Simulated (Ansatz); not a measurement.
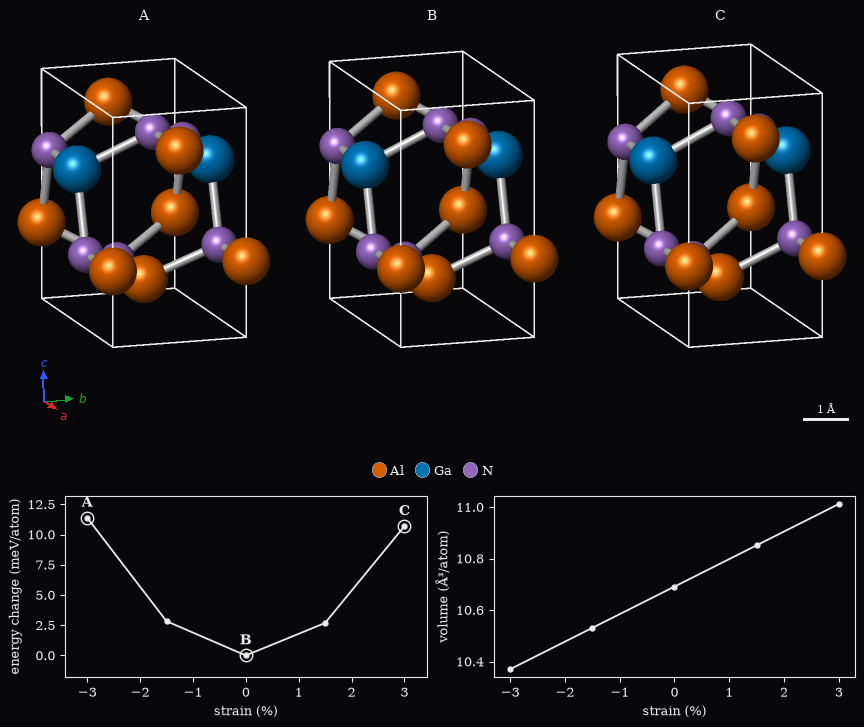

Members of a series of calculations on a crystal of Al₃GaN₄ (set up in Pm), marked on the first curve. A ball-and-stick model of the cell of the calculation, seen slightly off an axis.

All numbers below come from DFT PBEsol, scalar-relativistic, plane waves, PAW in Ansatz 0.2.0. (plane-wave cutoff 420 eV; k-point mesh 6 × 8 × 4; occupations gaussian; smearing width 0.02 eV; no spin polarisation)

> Describe the series.

Strain along c alone, the other axes held, atoms relaxed. A (strain −3.0 %): energy change 11.4 meV/atom, volume 10.37 Å³ per atom. B (strain 0.0 %): energy change 0.0 meV/atom, volume 10.69 Å³ per atom. C (strain 3.0 %): energy change 10.7 meV/atom, volume 11.01 Å³ per atom. The rest compares A with C. The drawn cell changes as follows: a unchanged at 5.043 Å, b unchanged at 3.130 Å, c 5.255 → 5.581 Å (+6.2 %); the volume changes by +6.2 %. Near-neighbour distances before and after: Al–N 1.869 → 1.927 Å, Ga–N 1.917 → 1.953 to 1.974 Å, Al–N 1.857 → 1.909 Å.
